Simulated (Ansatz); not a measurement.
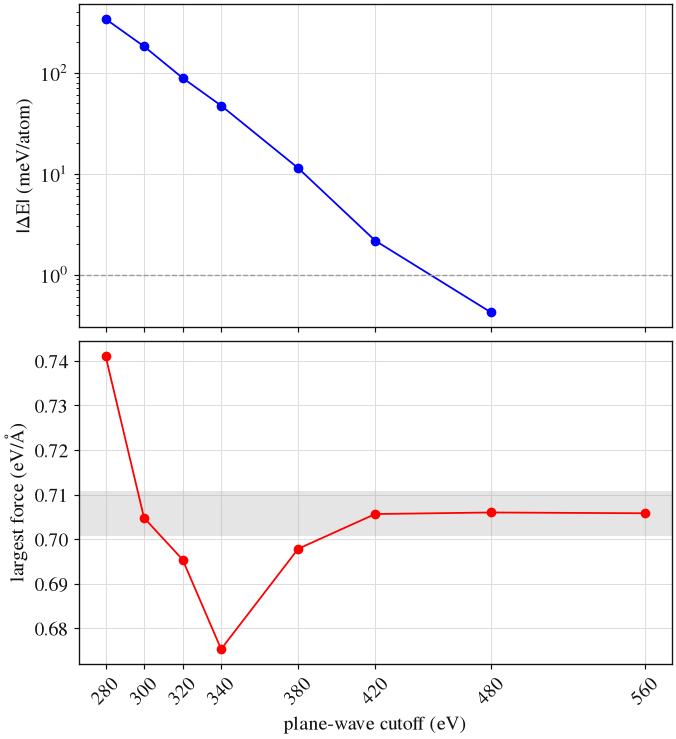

Convergence test: the plane-wave cutoff (density cutoff scaled with it) is varied and all else is held.
System: HfN (R3m, 2 atoms in the cell).
Method: Ansatz 0.2.0 development build, HSE06, plane waves, PAW datasets; 4×4×4 k-mesh, Fermi–Dirac smearing of 0.1 eV.
ΔE is the free energy less its value at the largest setting, 560 eV.
Dashed lines or grey bands mark the tolerance: 1 meV/atom and 0.005 eV/Å.
The atoms sit off their equilibrium sites.

**What is enough for the free energy to 1 meV/atom?**

The free energy is within 1 meV/atom of the largest setting's value from 480 eV on. It is off by 340 meV/atom at 280 eV, 47 meV/atom at 340 eV and 2.2 meV/atom at 420 eV (always above it). The smaller bases give higher energies, which fall towards the limit as the basis grows.

**And the largest force, to 0.005 eV/Å?**

The largest force is within 0.005 eV/Å of the largest setting's value from 420 eV on. The agreement at 300 eV is by chance. It is 0.741 eV/Å at 280 eV, 0.695 eV/Å at 320 eV, 0.698 eV/Å at 380 eV and 0.706 eV/Å at 560 eV.
